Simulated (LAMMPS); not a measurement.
**Geometry relaxation, with input and output: Se (part 2 of 2)**

The same run, continued: Se (6 atoms in the cell); classical potential CdTeZnSeHgS0.sw (style sw) (LAMMPS 22 Jul 2025 update 4). The structure derives from a Materials Project entry. The run did not end well. The geometry comes from this level: r2scan-rvv10.

Geometry of the input (Å; fractional positions):
```
6.6633  0.0000  0.0000
-2.8329  6.0311  0.0000
-2.8329  -4.4604  4.0595
Se 0.8393  0.7150  0.0841
Se 0.7150  0.0841  0.8393
Se 0.0841  0.8393  0.7150
Se 0.1607  0.2850  0.9159
Se 0.2850  0.9159  0.1607
Se 0.9159  0.1607  0.2850
```

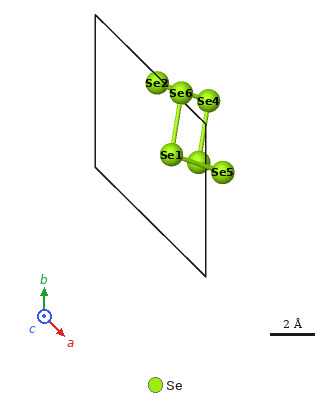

Fig. 1: The geometry at step 200 of the log (ball-and-stick view of the cell of the calculation, along the c axis; atoms are numbered from 1 in the order of the input).

The program's output, continued:
```
Total # of neighbors = 148
Ave neighs/atom = 24.666667
Neighbor list builds = 4
Dangerous builds = 0
Setting up cg style minimization ...
  Unit style    : metal
  Current step  : 400
WARNING: Energy due to 6 extra global DOFs will be included in minimizer energies
 (src/src/min.cpp:222)
Per MPI rank memory allocation (min/avg/max) = 5.466 | 5.466 | 5.466 Mbytes
   Step         PotEng         Press           Pxx            Pyy            Pzz            Pyz            Pxz            Pxy           Volume          Fmax
       400  -9.47745804 478.49133264 309.02785621 -940.91302911 2067.35917083 1519.52469385 -689.56488882 1011.69536123 244.32158129 0.21474764
       410  -9.49398974 362.95283371 9.78739503 -429.99381694 1509.06492304 1183.24374330 -460.31023652 928.35588436 245.71370887 0.19347187
       420  -9.50942912 337.69796426 -38.28346918 21.27584141 1030.10152054 774.61077045 -296.24475705 882.78273889 247.49970316 0.19301670
       430  -9.52485978 305.47956560 5.68297800 271.18873209 639.56698670 463.54851053 -216.26323881 786.85828886 249.67704361 0.19808656
       440  -9.54062321 287.89917251 91.70937151 369.12176424 402.86638179 307.04429015 -188.33542517 670.84362269 251.96621716 0.20213321
       450  -9.55726495 378.16583137 284.34989327 624.39336164 225.75423920 464.33267734 -251.98245616 414.81720192 254.28222300 0.20036396
       460  -9.57612512 406.78343669 380.51705090 707.56741133 132.26584784 511.24479894 -275.07695275 297.11505751 256.82833807 0.20000738
       470  -9.59568111 407.25746746 424.38528421 714.45619323 82.93092495 509.60107955 -281.18533245 256.30402668 259.37915447 0.19989257
       480  -9.61545178 402.13062079 450.58645461 706.57916209 49.22624566 502.06863091 -285.42280087 241.55569783 261.87358995 0.19928567
       490  -9.63631499 402.21422879 476.76928996 711.56661804 18.30677839 508.99592813 -294.41459830 226.66325943 264.42015523 0.19770421
       500  -9.65717415 388.75010539 487.04875177 683.51081164 -4.30924724 488.12365018 -295.02853173 235.92180642 266.88920223 0.19601245
       510  -9.67927548 390.76586552 510.46762831 692.56033232 -30.73036408 501.17234263 -305.49426672 222.80886078 269.41649624 0.19276072
       520  -9.70161060 520.91117599 633.96810133 1018.98098357 -90.21555693 784.18948784 -388.38768819 25.69037996 271.84942843 0.18289961
       530  -9.72428560 385.53530423 545.91997078 685.22332171 -74.53737980 509.22796292 -317.51197497 206.35121941 274.31040924 0.18411869
       540  -9.74745613 375.59268442 557.21844801 660.94052832 -91.38092309 498.18088468 -317.19497993 204.70720816 276.70394210 0.17873958
       550  -9.76971113 404.36151918 593.26744852 732.59548766 -112.77837866 565.49440178 -334.51090936 148.53224499 278.91279708 0.17098664
       560  -9.79215611 368.56624965 584.28444278 640.38308177 -118.96877560 501.79145634 -316.95373982 176.28374723 281.08538236 0.16538350
       570  -9.81401656 369.31426918 597.28295832 636.96177141 -126.30192219 507.81774244 -315.06997839 154.65689296 283.11997365 0.15756878
       580  -9.83566153 370.09260727 608.94052753 636.28032660 -134.94303234 519.88653599 -310.93402699 127.46382579 285.06869342 0.14893643
       590  -9.85725343 392.48569328 629.89359073 686.81828364 -139.25479453 569.03675601 -312.76178046 73.21197812 286.94150549 0.14444173
       600  -9.87806204 367.88853290 621.75411625 618.70173596 -136.79025352 527.59220209 -292.71967435 75.60101550 288.70263031 0.14675768
       610  -9.89919317 399.67319307 641.52516565 690.99534955 -133.50093599 592.21926901 -291.66874748 7.91316134 290.41332214 0.14913835
       620  -9.91982257 366.43725301 624.62472176 601.64916940 -126.96213214 536.93010499 -264.13098252 15.07383849 292.04823901 0.15087567
       630  -9.94078220 408.72090781 643.04110510 697.65312218 -114.53150385 617.44084521 -259.78359475 -64.51952020 293.62365459 0.15284355
       640  -9.96125510 638.18099401 748.87751879 1254.73953859 -89.07407536 1040.07512454 -305.26272057 -350.24106236 295.03690810 0.15588864
       650  -9.98265305 234.23945103 544.79219658 232.19817089 -74.27201437 272.97276255 -169.75043886 80.21168091 296.67444626 0.15412205
       660  -10.00274779 322.83449095 578.82690406 479.35513542 -89.67856662 498.46547986 -167.08998812 -78.51181986 297.97513287 0.15564163
       670  -10.02256888 400.01309132 602.06412045 727.76712316 -129.79196963 752.35359402 -152.13985442 -245.85239880 299.19147437 0.15703794
       680  -10.04372932 385.88031705 583.76457540 630.56792412 -56.69154839 633.84583335 -124.49577605 -206.04236937 300.42481332 0.15654860
       690  -10.06401664 363.85198677 558.29330942 591.27038772 -58.00773683 620.94026120 -87.77468600 -218.01721111 301.51872641 0.15553430
       700  -10.08428415 325.04926532 521.63660628 529.84308394 -76.33189426 594.81618127 -45.62212564 -219.85647190 302.51214206 0.15308604
       710  -10.10536440 246.74949159 458.67528847 383.44040794 -101.86722163 477.16684126 2.19216161 -176.63710696 303.43344705 0.15818744
       720  -10.12407457 130.26329836 366.52646197 138.88357442 -114.62014132 205.24556182 40.90911506 -64.20232945 304.14496506 0.16350787
       730  -10.14416696 -255.86304273 89.57496049 -1176.15179230 318.98770363 -1768.33060912 -94.32783038 795.28770057 304.88777292 0.13893024
       740  -10.16209440 -97.80470380 43.49158073 -71.27769153 -265.62800061 -552.02813074 222.72472944 172.11818678 305.01103281 0.20725846
       750  -10.17846501 6.13717937 -58.99226945 433.05600239 -355.65219481 -603.35123913 406.45181610 104.55396402 304.93723159 0.25606108
       760  -10.19487486 -12.21606073 -169.72878202 573.97524946 -440.89464965 -778.76009454 506.13655742 82.02128603 304.86878525 0.28919495
       770  -10.21214154 -9.78563705 -187.14826192 562.57758688 -404.78623610 -789.44248438 500.54984757 11.59477357 304.80128040 0.30373231
       780  -10.23108325 -8.84871824 -143.73288552 385.54109785 -268.35436704 -655.54255154 413.93648839 -70.43067445 304.74068279 0.30029687
       790  -10.25394680 -13.99061359 -65.33830612 92.97980800 -69.61334264 -415.88457765 272.22023504 -124.63018937 304.64032901 0.28038111
       800  -10.29045624 -18.46005289 43.24955367 -207.36975621 108.74004386 -134.67847410 81.31010473 -86.52949029 304.31820181 0.23577004
Loop time of 0.00446057 on 1 procs for 400 steps with 6 atoms

85.9% CPU use with 1 MPI tasks x 1 OpenMP threads

Minimization stats:
  Stopping criterion = max iterations
  Energy initial, next-to-last, final =
     -9.47745803849592  -10.2853185106669   -10.290456239261
  Force two-norm initial, final = 0.83236355 0.46943001
  Force max component initial, final = 0.33666597 0.23577004
  Final line search alpha, max atom move = 0.022259336 0.0052480846
  Iterations, force evaluations = 400 400

MPI task timing breakdown:
Section |  min time  |  avg time  |  max time  |%varavg| %total
---------------------------------------------------------------
Pair    | 0.0015358  | 0.0015358  | 0.0015358  |   0.0 | 34.43
Neigh   | 5.2144e-05 | 5.2144e-05 | 5.2144e-05 |   0.0 |  1.17
Comm    | 0.00037319 | 0.00037319 | 0.00037319 |   0.0 |  8.37
Output  | 0.0007475  | 0.0007475  | 0.0007475  |   0.0 | 16.76
Modify  | 0          | 0          | 0          |   0.0 |  0.00
Other   |            | 0.001752   |            |       | 39.28

Nlocal:              6 ave           6 max           6 min
Histogram: 1 0 0 0 0 0 0 0 0 0
Nghost:            282 ave         282 max         282 min
Histogram: 1 0 0 0 0 0 0 0 0 0
Neighs:              0 ave           0 max           0 min
Histogram: 1 0 0 0 0 0 0 0 0 0
FullNghs:          110 ave         110 max         110 min
Histogram: 1 0 0 0 0 0 0 0 0 0

Total # of neighbors = 110
Ave neighs/atom = 18.333333
Neighbor list builds = 5
Dangerous builds = 0
WARNING: No fixes with time integration, atoms won't move
Setting up Verlet run ...
  Unit style    : metal
  Current step  : 800
  Time step     : 0.001
Per MPI rank memory allocation (min/avg/max) = 3.082 | 3.082 | 3.082 Mbytes
   Step         PotEng         Press           Pxx            Pyy            Pzz            Pyz            Pxz            Pxy           Volume          Fmax
       800  -10.29045624 -18.46005289 43.24955367 -207.36975621 108.74004386 -134.67847410 81.31010473 -86.52949029 304.31820181 0.23577004
Loop time of 9.66e-07 on 1 procs for 0 steps with 6 atoms

103.5% CPU use with 1 MPI tasks x 1 OpenMP threads

MPI task timing breakdown:
Section |  min time  |  avg time  |  max time  |%varavg| %total
---------------------------------------------------------------
Pair    | 0          | 0          | 0          |   0.0 |  0.00
Neigh   | 0          | 0          | 0          |   0.0 |  0.00
Comm    | 0          | 0          | 0          |   0.0 |  0.00
Output  | 0          | 0          | 0          |   0.0 |  0.00
Modify  | 0          | 0          | 0          |   0.0 |  0.00
Other   |            | 9.66e-07   |            |       |100.00

Nlocal:              6 ave           6 max           6 min
Histogram: 1 0 0 0 0 0 0 0 0 0
Nghost:            282 ave         282 max         282 min
Histogram: 1 0 0 0 0 0 0 0 0 0
Neighs:              0 ave           0 max           0 min
Histogram: 1 0 0 0 0 0 0 0 0 0
FullNghs:          112 ave         112 max         112 min
Histogram: 1 0 0 0 0 0 0 0 0 0

Total # of neighbors = 112
Ave neighs/atom = 18.666667
Neighbor list builds = 0
Dangerous builds = 0
```

Trajectory as extended XYZ (Å, eV, eV/Å), 13 of the 40 frames kept, from step=0 to step=390:
```
6
Lattice="6.6633 0.0000 0.0000 -2.8329 6.0311 0.0000 -2.8329 -4.4604 4.0595" Properties=species:S:1:pos:R:3:forces:R:3 step=0 energy=10.61673 pressure_GPa=65.81
Se    3.3285    3.9372    0.3416   -4.9629 -16.0581  -5.3863
Se    2.1485   -3.2362    3.4071  -12.4247   4.7457 -11.6022
Se   -3.8426    1.8726    2.9027    9.5777  -0.9844 -14.7920
Se   -2.3310   -2.3665    3.7179    4.9629  16.0581   5.3863
Se   -1.1510    4.8069    0.6524   12.4247  -4.7457  11.6022
Se    4.8402   -0.3018    1.1568   -9.5777   0.9844  14.7920
6
Lattice="6.8580 0.0000 0.0000 -2.8457 6.2107 0.0000 -2.8713 -4.5142 4.1345" Properties=species:S:1:pos:R:3:forces:R:3 step=30 energy=5.81768 pressure_GPa=44.39
Se    3.3803    3.9646    0.3081   -3.2389 -12.8620  -4.2941
Se    2.1520   -3.3539    3.4276   -9.3342   4.6720  -9.9668
Se   -3.9579    1.8947    2.9125    7.6547  -0.3021 -12.6649
Se   -2.4340   -2.4477    3.7513    3.2389  12.8620   4.2941
Se   -1.2057    4.8708    0.6319    9.3342  -4.6720   9.9668
Se    4.9042   -0.3778    1.1470   -7.6547   0.3021  12.6649
6
Lattice="7.0328 0.0000 0.0000 -2.8631 6.3916 0.0000 -2.9101 -4.5782 4.2176" Properties=species:S:1:pos:R:3:forces:R:3 step=60 energy=2.33227 pressure_GPa=29.80
Se    3.4219    3.9904    0.2711   -2.1282 -10.3544  -3.3182
Se    2.1500   -3.4799    3.4498   -7.2330   4.4373  -8.4484
Se   -4.0687    1.9101    2.9227    6.1544   0.1570 -10.7804
Se   -2.5319   -2.5374    3.7884    2.1282  10.3544   3.3182
Se   -1.2600    4.9328    0.6097    7.2330  -4.4373   8.4484
Se    4.9587   -0.4572    1.1368   -6.1544  -0.1570  10.7804
6
Lattice="7.2447 0.0000 0.0000 -2.8899 6.6329 0.0000 -2.9628 -4.6798 4.3366" Properties=species:S:1:pos:R:3:forces:R:3 step=100 energy=-1.00010 pressure_GPa=17.82
Se    3.4679    4.0215    0.2181   -1.1158  -7.7945  -2.0849
Se    2.1407   -3.6601    3.4803   -5.2671   4.0438  -6.5437
Se   -4.2101    1.9195    2.9356    4.6861   0.5524  -8.4795
Se   -2.6573   -2.6702    3.8414    1.1158   7.7945   2.0849
Se   -1.3301    5.0114    0.5792    5.2671  -4.0438   6.5437
Se    5.0207   -0.5681    1.1238   -4.6861  -0.5524   8.4795
6
Lattice="7.3973 0.0000 0.0000 -2.9092 6.8138 0.0000 -3.0028 -4.7657 4.4278" Properties=species:S:1:pos:R:3:forces:R:3 step=130 energy=-2.82128 pressure_GPa=11.89
Se    3.5009    4.0426    0.1776   -0.5559  -6.1057  -1.2730
Se    2.1312   -3.8020    3.5025   -3.9768   3.5846  -5.2032
Se   -4.3125    1.9200    2.9438    3.6726   0.7162  -6.8816
Se   -2.7495   -2.7771    3.8819    0.5559   6.1057   1.2730
Se   -1.3799    5.0674    0.5569    3.9768  -3.5846   5.2032
Se    5.0638   -0.6546    1.1156   -3.6726  -0.7162   6.8816
6
Lattice="7.5515 0.0000 0.0000 -2.9265 6.9947 0.0000 -3.0421 -4.8553 4.5184" Properties=species:S:1:pos:R:3:forces:R:3 step=160 energy=-4.17840 pressure_GPa=7.37
Se    3.5362    4.0617    0.1378   -0.1264  -4.5302  -0.6087
Se    2.1221   -3.9453    3.5231   -2.7089   3.0221  -3.9576
Se   -4.4128    1.9186    2.9497    2.6385   0.7870  -5.3758
Se   -2.8416   -2.8859    3.9217    0.1264   4.5302   0.6087
Se   -1.4274    5.1211    0.5364    2.7089  -3.0221   3.9576
Se    5.1075   -0.7428    1.1097   -2.6385  -0.7870   5.3758
6
Lattice="7.7673 0.0000 0.0000 -2.9521 7.2360 0.0000 -3.0958 -4.9698 4.6310" Properties=species:S:1:pos:R:3:forces:R:3 step=200 energy=-5.39628 pressure_GPa=2.91
Se    3.5861    4.0837    0.0896    0.2098  -2.6996   0.1100
Se    2.1101   -4.1278    3.5439   -1.2004   2.2523  -2.5060
Se   -4.5525    1.9223    2.9499    1.4001   0.8652  -3.5577
Se   -2.9707   -3.0224    3.9699   -0.2098   2.6996  -0.1100
Se   -1.4947    5.1892    0.5156    1.2004  -2.2523   2.5060
Se    5.1679   -0.8609    1.1096   -1.4001  -0.8652   3.5577
6
Lattice="7.9504 0.0000 0.0000 -2.9941 7.3969 0.0000 -3.1652 -5.0014 4.6534" Properties=species:S:1:pos:R:3:forces:R:3 step=230 energy=-6.15975 pressure_GPa=-0.13
Se    3.6158    4.0867    0.0865    0.3169  -1.5417   0.6572
Se    2.0775   -4.1944    3.5237   -0.3846   1.8323  -1.7561
Se   -4.7000    1.9666    2.9154    0.6769   1.0957  -2.4049
Se   -3.1118   -3.0570    3.9730   -0.3169   1.5417  -0.6572
Se   -1.5734    5.2241    0.5358    0.3846  -1.8323   1.7561
Se    5.2040   -0.9369    1.1441   -0.6769  -1.0957   2.4049
6
Lattice="7.9875 0.0000 0.0000 -2.9863 7.3130 0.0000 -3.2123 -4.9317 4.5316" Properties=species:S:1:pos:R:3:forces:R:3 step=260 energy=-6.82619 pressure_GPa=-0.74
Se    3.6363    4.0486    0.1482    0.5192  -1.7531   0.4989
Se    2.0402   -4.0687    3.4549   -0.4360   2.0711  -1.6628
Se   -4.7300    2.0056    2.8522    0.7668   0.8606  -2.3258
Se   -3.1716   -2.9493    3.9113   -0.5192   1.7531  -0.4989
Se   -1.5756    5.1681    0.6045    0.4360  -2.0711   1.6628
Se    5.1947   -0.9062    1.2073   -0.7668  -0.8606   2.3258
6
Lattice="7.9984 0.0000 0.0000 -2.9188 7.1383 0.0000 -3.2321 -4.9362 4.4231" Properties=species:S:1:pos:R:3:forces:R:3 step=290 energy=-7.50817 pressure_GPa=-0.81
Se    3.6968    3.9816    0.1970    0.9887  -2.3921  -0.0470
Se    2.0237   -3.9657    3.3986   -0.5879   2.1568  -1.1588
Se   -4.6778    1.9534    2.7970    1.1914  -0.1149  -2.2474
Se   -3.1844   -2.8867    3.8625   -0.9887   2.3921   0.0470
Se   -1.5113    5.0606    0.6608    0.5879  -2.1568   1.1588
Se    5.1902   -0.8584    1.2624   -1.1914   0.1149   2.2474
6
Lattice="8.0428 0.0000 0.0000 -2.8600 6.9573 0.0000 -3.2918 -4.9473 4.3458" Properties=species:S:1:pos:R:3:forces:R:3 step=320 energy=-8.31556 pressure_GPa=-0.27
Se    3.7687    3.8987    0.2245    1.1399  -2.3422  -0.3281
Se    1.9782   -3.8609    3.3575   -0.4806   1.7467  -0.6756
Se   -4.6638    1.8796    2.7434    1.3286  -0.7010  -1.9000
Se   -3.2572   -2.8149    3.8350   -1.1399   2.3422   0.3281
Se   -1.4667    4.9448    0.7019    0.4806  -1.7467   0.6756
Se    5.1753   -0.7958    1.3161   -1.3286   0.7010   1.9000
6
Lattice="8.1923 0.0000 0.0000 -2.8440 6.7197 0.0000 -3.5363 -4.8515 4.3644" Properties=species:S:1:pos:R:3:forces:R:3 step=360 energy=-9.28358 pressure_GPa=0.04
Se    3.8564    3.7723    0.2071    0.4630  -0.8671   0.0410
Se    1.7979   -3.6225    3.3436   -0.0537   0.5688  -0.1099
Se   -4.8176    1.8382    2.6711    0.6631  -0.3327  -0.7548
Se   -3.5734   -2.5927    3.8523   -0.4630   0.8671  -0.0410
Se   -1.5149    4.8021    0.7159    0.0537  -0.5688   0.1099
Se    5.1006   -0.6586    1.3884   -0.6631   0.3327   0.7548
6
Lattice="8.2604 0.0000 0.0000 -2.8045 6.5813 0.0000 -3.6822 -4.6710 4.4721" Properties=species:S:1:pos:R:3:forces:R:3 step=390 energy=-9.45557 pressure_GPa=0.05
Se    3.9131    3.7287    0.1718    0.1645  -0.2505   0.1844
Se    1.6990   -3.3964    3.3730    0.0622   0.2369  -0.0087
Se   -4.8791    1.9004    2.6540    0.2897  -0.1096  -0.2453
Se   -3.7365   -2.3685    3.8877   -0.1645   0.2505  -0.1844
Se   -1.5224    4.7565    0.6865   -0.0622  -0.2369   0.0087
Se    5.0557   -0.5403    1.4055   -0.2897   0.1096   0.2453
```

Outcome:

```json
{"quantity": "outcome", "value": "not converged"}
{"quantity": "space group (tolerance 0.01 Å)", "value": "R-3 (148) → P-1 (2)"}
{"quantity": "potential energy", "value": "−10.2905 eV"}
{"quantity": "pressure", "value": "0.00 GPa"}
{"quantity": "final volume", "value": "304.32 Å³"}
{"quantity": "final cell", "value": "a = 8.260 Å, b = 7.154 Å, c = 7.442 Å, α = 112.55°, β = 119.66°, γ = 113.08°"}
{"quantity": "hardware", "value": "1 thread of Arm Neoverse V2, 24 GiB of memory available, shared host"}
{"quantity": "peak memory", "value": "0.029 GiB"}
```

Diagnosis:

The run did not converge. Its last values are not results.
